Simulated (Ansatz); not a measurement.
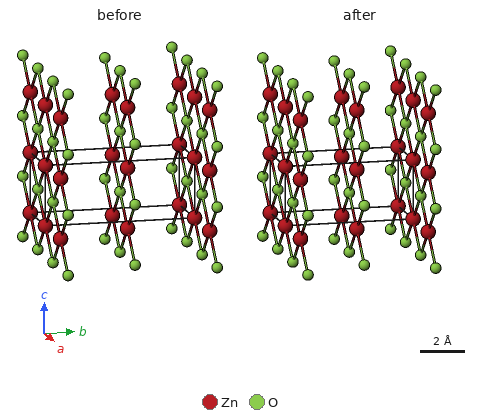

The structure of solid ZnO (a generated structure, set up in Cmmm) before (left) and after (right) a relaxation, at one scale.

The picture is a ball-and-stick view of the conventional cell (2 times the calculation's cell), repeated 2 × 1 × 2 with one cell outlined, seen slightly off an axis. Lengths and directions refer to the drawn axes.

The run lets cell and atoms move.

Theory: Kohn-Sham DFT of a periodic cell, PBEsol, Ansatz PAW (Ansatz).

Input file:
```yaml
crystal:
  lattice:
    - [1.43323, -3.52708, 0.0]
    - [1.43323, 3.52708, 0.0]
    - [0.0, 0.0, 2.83849]
  atoms:
    - { symbol: Zn, position: [0.0, 0.0, 0.0] }
    - { symbol: O, position: [0.5, 0.5, 0.5] }
hamiltonian:
  xc: pbesol
  pseudopotentials: { kind: paw }
kpoints:
  mp_grid: { grid: [10, 10, 9] }
scf:
  occupations: { method: fermi_dirac, width: 0.05 }
output:
  forces: true
  stress: true
  eigenvalues: true
  write_density: true
  write_potential: true
  elf: true
  volumetric_format: npy
relax:
  f_tol: 0.01
  max_steps: 40
  cell: { stress_tol: 0.05 }
```

Launched with:
```bash
ansatz run input.yaml --threads 2 --pin off --max-ram 5632MiB --backend cpu --events-out ev --progress --plain --runs-dir out
```

**Summarise the run.**

No atom moves by more than 0.005 Å relative to the cell. The drawn cell changes as follows: a 2.866 → 2.858 Å (−0.3 %), b 7.054 → 6.044 Å (−14.3 %), c 2.838 → 2.789 Å (−1.7 %); the volume changes by −16.1 %. Among the contacts that change: O–Zn 2.017 → 1.997 Å. The space group stays Cmmm (No. 65). After 11 accepted moves (14 points after the start) the energy has fallen by 19.4 meV per atom. All forces vanish by symmetry, so only the cell relaxes. Pressure: −4.69 GPa at the start and −0.01 GPa at the end. At 3 points the geometry stayed and the basis and grid were re-selected for the new cell (energy shift of 3.3 meV per atom at most each time). Cost: 51 s on 2 threads of Intel(R) Xeon(R) Platinum 8259CL CPU @ 2.50GHz (Skylake/Cascade Lake), with other jobs on the host, peak memory 0.44 GiB.
